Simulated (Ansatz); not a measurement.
System: diamond-type Ge, space group Fd-3m, 2 atoms in the primitive cell, relaxed with r2SCAN; unstrained, cubic a = 5.674 Å. The cell is strained biaxially in the xy plane; the length along z is relaxed again with r2SCAN. Points keep the names of the unstrained cell; those that the strain makes unlike carry their directions on the cubic axes x, y, z. Ansatz 0.2.0; HSE06, Ansatz PAW set, no spin polarisation, no spin-orbit coupling, 6×6×6 k mesh, 420 eV cutoff, Fermi-Dirac smearing of 0.02 eV.

At 0 % the lowest conduction levels at the points plotted lie 0.78 eV (L), 0.78 eV (Γ), 1.27 eV (X [100]/[010]) and 1.27 eV (X [001]) above the valence top at Γ.

### How does each level move from −5.56 % to +1.55 %?

L goes from 0.52 through a maximum of 0.78 eV near 0 % to 0.55 eV, Γ falls by 0.74 eV, X [100]/[010] goes from 0.60 through a maximum of 1.27 eV near 0 % to 1.23 eV and X [001] falls by 0.44 eV. Unstrained, the X points are equivalent. At −5.56 % the lowest conduction level is 0.60 eV at X [100]/[010] and 1.46 eV at X [001] above the valence top, a splitting of 0.86 eV, or 154 meV for each 1 % of strain on average.

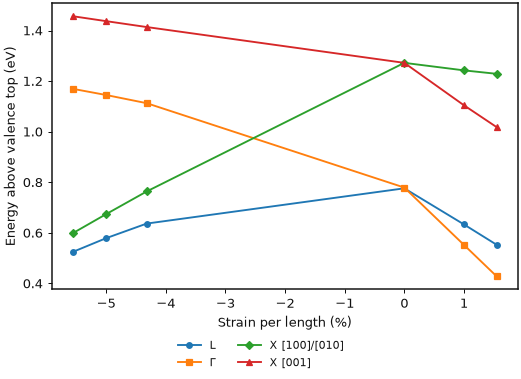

Lowest conduction level at each named k point, counted from the valence-band top at Γ.

```
 strain  L (eV)  Γ (eV)  X [100]/[010] (eV)  X [001] (eV)
−5.56 %    0.52    1.17                0.60          1.46
   −5 %    0.58    1.15                0.67          1.44
−4.32 %    0.64    1.11                0.76          1.41
    0 %    0.78    0.78                1.27          1.27
   +1 %    0.63    0.55                1.24          1.10
+1.55 %    0.55    0.43                1.23          1.02
```

The smallest gap over all k points computed is 0.47, 0.55, 0.64, 0.78, 0.55 and 0.43 eV in turn; it lies up to 0.06 eV under the lowest value plotted. The strain splits the threefold valence top at Γ, and levels count from its highest part. Spin-orbit coupling is left out, which matters for Ge. The k mesh is thin for exact exchange. The PAW data sets were made with another functional. The cell was built by a generator and needn't be a form met in nature.
